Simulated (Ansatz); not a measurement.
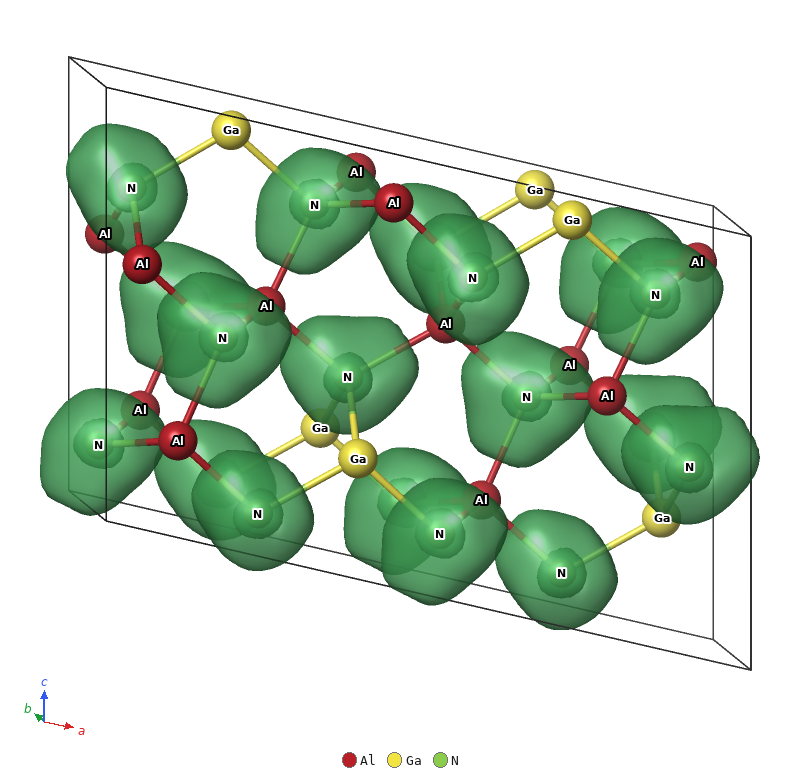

The picture shows: Al₂GaN₃. Isosurface of the ELF at 0.65 (green), seen slightly off an axis. Core shells and regions of very low density are left out. Sticks mark near contacts.

Space group Cm; a structure from a database of computed crystals, not necessarily the ambient phase.

Theory: Ansatz 0.2.0, DFT PBEsol, scalar-relativistic, plane waves, PAW.

What do the ELF domains correspond to?

The surface consists of twelve regions on N in which the atom's valence shell and bonds are merged, counted in one cell of 24 atoms. Any copies at cell faces, edges or corners count once.

Values along the shortest contacts:
Al–N (1.89 Å): the ELF peaks at about 0.90 between the atoms; a shared but strongly polarised pair. Ga–N (1.93 Å): the ELF peaks at about 0.85 in the valence shell of N, 0.7 Å from its nucleus, and is about 0.50 at the midpoint.
